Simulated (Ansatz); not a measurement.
## A series of single points on Sn

System: Sn (Imma, 2 atoms in the cell).
Method: DFT PBEsol, scalar-relativistic, plane waves, PAW, no spin polarisation (Ansatz 0.2.0).

The 7 runs differ only in the geometry, by a shift of atoms along one path in a fixed cell. The shift s is measured from run 4: Sn2 moves along the Cartesian direction (0.00, 0.00, 1.00), and Sn1 with it in fixed proportion. The structure derives from a Materials Project entry.

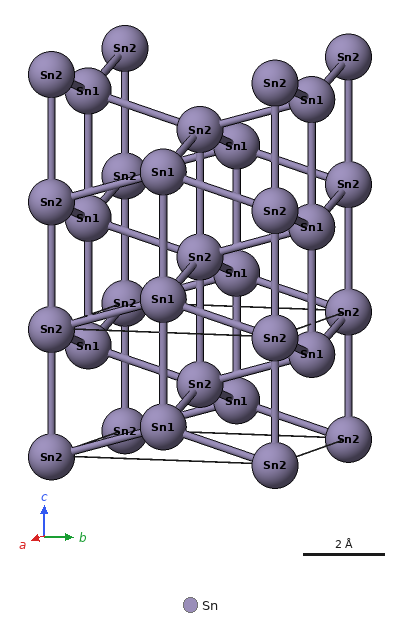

Figure 1. The structure of run 4 (ball-and-stick view of the cell 2 times as large as that of the calculation, set on its symmetry axes, repeated 1 × 1 × 3, seen slightly off an axis; atoms are numbered from 1 in the order of the input). An atom can appear more than once, as a periodic image.

**Input of run 4**
```yaml
crystal:
  lattice:
    - [-2.9099000275, 2.9099000275, 1.5869856508]
    - [2.9099000275, -2.9099000275, 1.5869856508]
    - [2.9099000275, 2.9099000275, -1.5869856508]
  atoms:
    - { symbol: Sn, position: [0.7405481187, 0.2405481187, 0.5] }
    - { symbol: Sn, position: [0.0094518813, 0.0094518813, 0.0] }
basis:
  ecutwfc: 420
kpoints:
  mp_grid: { grid: [22, 22, 22] }
hamiltonian:
  xc: pbesol
scf:
  occupations: { method: gaussian, width: 0.15 }
output:
  forces: true
  stress: true
  eigenvalues: true
```

Command:
```bash
ansatz run input.yaml --threads 2 --pin off --max-ram 5120MiB --backend cpu --events-out ev --progress --plain --runs-dir out
```

Lattice vectors (Å) and fractional positions of run 4:
```
  -2.909900    2.909900    1.586986
   2.909900   -2.909900    1.586986
   2.909900    2.909900   -1.586986
Sn  0.740548  0.240548  0.500000
Sn  0.009452  0.009452 -0.000000
```

Run 6 differs from it as follows:
```diff
-    - { symbol: Sn, position: [0.7405481187, 0.2405481187, 0.5] }
-    - { symbol: Sn, position: [0.0094518813, 0.0094518813, 0.0] }
+    - { symbol: Sn, position: [0.7263702967, 0.2263702967, 0.5] }
+    - { symbol: Sn, position: [0.0236297033, 0.0236297033, 0.0] }
```

**Results, with one run withheld**

```csv
run,shift s of Sn2 (Å),"free energy per atom, from the lowest run given (meV)",pressure (GPa),force along the path (eV/Å)
1,−0.1500,5.83,0.08,0.183
2,−0.0900,1.47,0.03,0.103
3,−0.0150,0.00,0.02,−0.027
4,0.0000,0.30,0.02,−0.053
5,0.0150,0.79,0.03,−0.078
6,0.0450,?,?,?
7,0.0600,3.35,0.05,−0.147
```

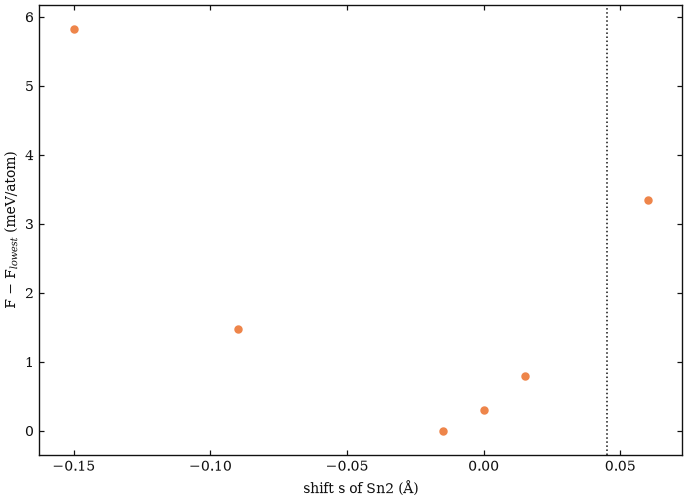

Figure 2. Free energy per atom of the runs given; the dotted line marks run 6.

What should run 6 give?

A cubic polynomial in the coordinate, fitted to the 6 runs given, misses them by at most 0.02 meV per atom. With x = s + 0.0300, it reads F = −0.059138 − 0.71596 x + 418.19 x² + 125.4 x³ (meV per atom). At run 6 it gives 2.29 meV per atom, and the run itself gives 2.33. The slope of the fit gives a force −dF/ds of −0.128 eV/Å along the path (summed over the atoms that move), and the printed forces give −0.125 eV/Å. The fit has its minimum at s = −0.0291 Å.

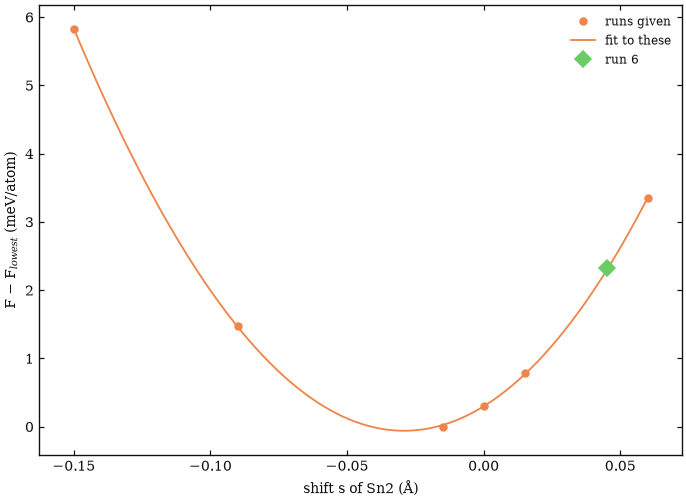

Figure 3. The fit and the withheld run.

**Output, shortened to warnings, some set-up lines, iterations and results (run 6)**
```
Basis set: ecut = 420 eV, 1061 PW (Γ), exchange–correlation on 60×60×60 points (8 copies of the dense FFT grid, shifted against one another)
Symmetry: 8 space group operations
k-points: 1530 of 10648
Initial density: superposition of atomic densities (neutral atoms: chi_scale 0, normalization atom), corrected by the library's trained network
[...]
SCF iter   1: F=—  HF=-11899.567054 eV  |F-HF|=—  |Δ(HF+E_count)|=         —  Δρ=2.53e-3  dr2=2.37e-3  ethr=1.77e-3  ⟨swp⟩=5.4  Hψ=134034  notcnv=0
SCF iter   2: F=—  HF=-11899.564128 eV  |F-HF|=—  |Δ(HF+E_count)|=   2.93e-3  Δρ=1.60e-3  dr2=9.87e-4  ethr=8.47e-6  ⟨swp⟩=2.3  Hψ=56470  notcnv=0
SCF iter   3: F=—  HF=-11899.563861 eV  |F-HF|=—  |Δ(HF+E_count)|=   2.67e-4  Δρ=7.39e-4  dr2=1.57e-4  ethr=3.52e-6  ⟨swp⟩=2.0  Hψ=48890  notcnv=0
SCF iter   4: F=—  HF=-11899.563739 eV  |F-HF|=—  |Δ(HF+E_count)|=   1.22e-4  Δρ=3.18e-4  dr2=4.12e-5  ethr=5.59e-7  ⟨swp⟩=2.0  Hψ=48891  notcnv=0
SCF iter   5: F=—  HF=-11899.563725 eV  |F-HF|=—  |Δ(HF+E_count)|=   1.41e-5  Δρ=1.96e-4  dr2=1.52e-5  ethr=1.47e-7  ⟨swp⟩=2.0  Hψ=44637  notcnv=0
SCF iter   6: F=—  HF=-11899.563717 eV  |F-HF|=—  |Δ(HF+E_count)|=   7.40e-6  Δρ=6.86e-5  dr2=1.83e-6  ethr=5.43e-8  ⟨swp⟩=2.0  Hψ=42716  notcnv=0
SCF iter   7: F=—  HF=-11899.563716 eV  |F-HF|=—  |Δ(HF+E_count)|=   9.25e-7  Δρ=2.14e-5  dr2=1.39e-7  ethr=6.52e-9  ⟨swp⟩=2.0  Hψ=48774  notcnv=0
SCF iter   8: F=-11899.563716 eV  HF=-11899.563716 eV  |F-HF|=1.12e-8  |Δ(HF+E_count)|=   8.36e-8  Δρ=5.20e-6  dr2=8.57e-9  ethr=3.57e-10  ⟨swp⟩=5.1  Hψ=105288  notcnv=0
SCF 1 converged in 8 iterations: F = -11899.563716 eV  dr2 = 8.57e-9
SCF converged after 8 iterations
Free energy (F): -11899.563716 eV
Harris-Foulkes:  -11899.563716 eV  (|F-HF|=1.12e-8)
Internal energy: -11899.553504 eV  (E = F + TS)
E sigma→0 (E₀):  -11899.558610 eV
Entropy (-TS):   -0.010213 eV (-5.106 meV/atom)
Fermi energy:    10.720043 eV
--- Per-component energies (eV) ---
  E_band       = -163.164340
  E_kinetic    = 374.510678
  E_local      = -1689.898363  (includes V_loc(G=0)·N_el)
  E_nonlocal   = -61.121960
  E_hartree    = 1058.282523
  E_xc         = -758.982687
  E_vxc        = -194.448467  (∫ρ·V_xc dr)
  E_paw        = -8129.800279  (= ΣΔE_a)
  E_vpaw       = -708.776839  (= ΣTr[D̂ρ^β])
  E_aug_tail   = -0.000001  (compensation charges beyond the density's cutoff)
  E_ewald      = -2693.113095
  E_core_change = 0.569680  (= ΣΔE_core)
  E_smearing   = -0.010213  (= −TS)
  E_closure    = -0.000000  (closes the sum)
  Σ components = -11899.563716   (vs F -11899.563716, Δ=0.00e0)
--- Forces (eV/Å), atoms counted from 1 ---
  atom   1  Sn     0.00000000     0.00000000     0.06269478
  atom   2  Sn    -0.00000000     0.00000000    -0.06269478
  max |Σ_I F_I| component: 1.39e-17 eV/Å
--- Stress (GPa, compression-positive) ---
       -0.992057       0.000000       0.000000
        0.000000       1.620011      -0.000000
        0.000000      -0.000000      -0.502202
  P = ⅓ Tr σ = 0.0419 GPa (0.419 kbar)
```
